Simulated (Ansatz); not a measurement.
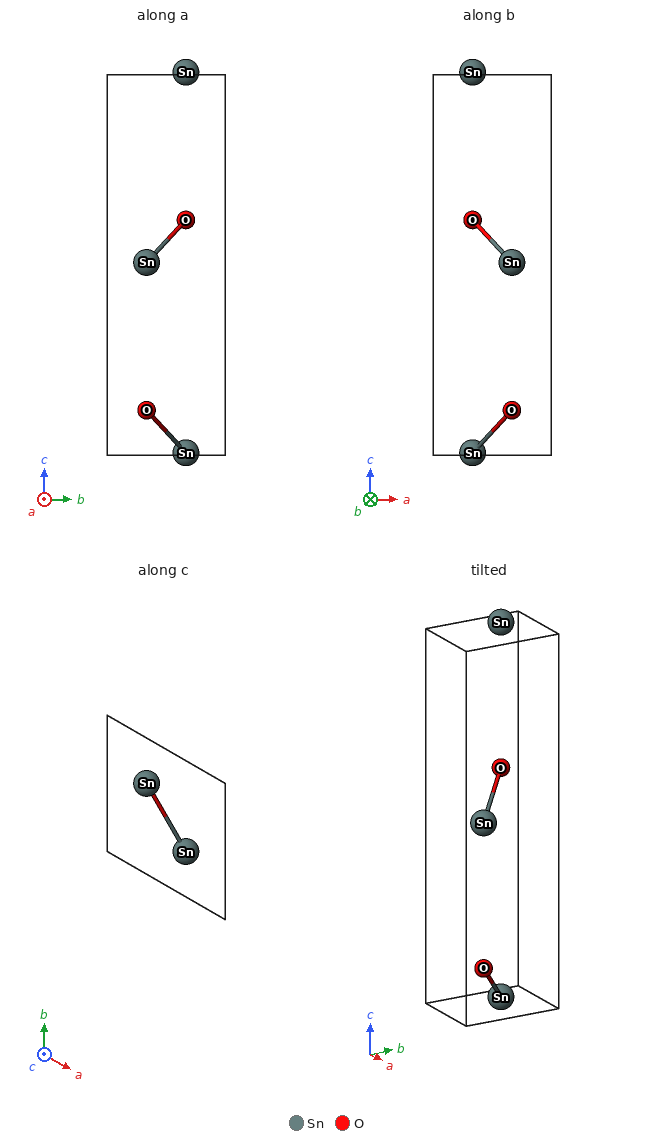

View along the a axis, along the b axis, along the c axis and slightly off an axis, drawn as a ball-and-stick model. The outline marks the conventional unit cell.

Lattice parameters: a = 3.2982 Å, b = 3.2982 Å, c = 9.2164 Å, α = 90.000°, β = 90.000°, γ = 120.000°.

### Record the structure as a CIF in P1 with every atom of the cell, with free fractional coordinates to two decimals.

```cif
data_structure
_symmetry_space_group_name_H-M 'P 1'
_symmetry_Int_Tables_number 1
_cell_length_a 3.2982
_cell_length_b 3.2982
_cell_length_c 9.2164
_cell_angle_alpha 90.000
_cell_angle_beta 90.000
_cell_angle_gamma 120.000
_cell_volume 86.82
loop_
_atom_site_label
_atom_site_type_symbol
_atom_site_fract_x
_atom_site_fract_y
_atom_site_fract_z
_atom_site_occupancy
Sn1 Sn 0.3333 0.6667 0.01 1
Sn2 Sn 0.6667 0.3333 0.51 1
O1 O 0.3333 0.6667 0.62 1
O2 O 0.6667 0.3333 0.12 1
```

Starting structure: a structure type filled with these elements by a generator (whether the compound takes this form wasn't checked). Earlier steps of the study may have refined or changed the cell and positions. It went into a calculation with Ansatz.

At this level of theory the cell isn't at rest (forces up to 1.5 eV/Å), so its distances can differ from those at equilibrium, the more so the softer the solid.
